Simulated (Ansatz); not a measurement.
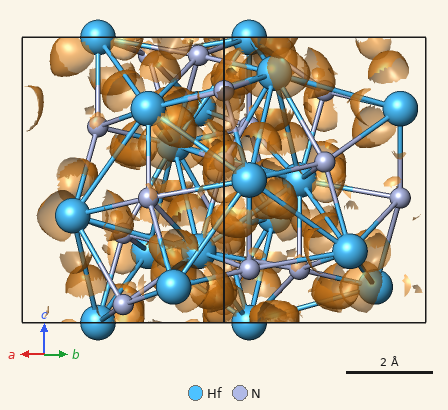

The picture shows: Hf₃N₄. Where the extra electron sits when 0.5 electron is added to the 14-atom cell of the calculation (uniform compensating background, atoms fixed); the change of density for each carrier, counted positive where the carrier is: orange surfaces at +0.01, none at −0.01 1/Å³, in the conventional cell seen along [110] (the regions close to the nuclei are left out). Cores are masked to 1.0 Å (Hf) and 0.6 Å (N).

Space group I-43d; the calculation finds a residual pressure of about 2 GPa at this fixed cell.

The calculation used Ansatz 0.2.0, DFT r2SCAN, scalar-relativistic, plane waves, PAW.

Core electrons are frozen (PAW), so the fields are smoothed inside the atomic spheres.

Where does the doped charge go?

Answer. Summed over atomic cells sized by the Bader volumes, the added electron divides as Hf about 50 % and N about 50 %; the most favoured element is Hf, which fills 40 % of the volume.
Over the whole cell, outside the cores, it is densest at the edge of the masked core of Hf.
The counter-flow of charge adds up to under 0.1 e for each carrier.
These are shares of the net change, screening included; the states that take the carrier can be more concentrated.

Run times: 46 s (electron) and 47 s (base cell), on 4 threads of Intel(R) Xeon(R) Platinum 8488C (Sapphire Rapids), on a shared host.
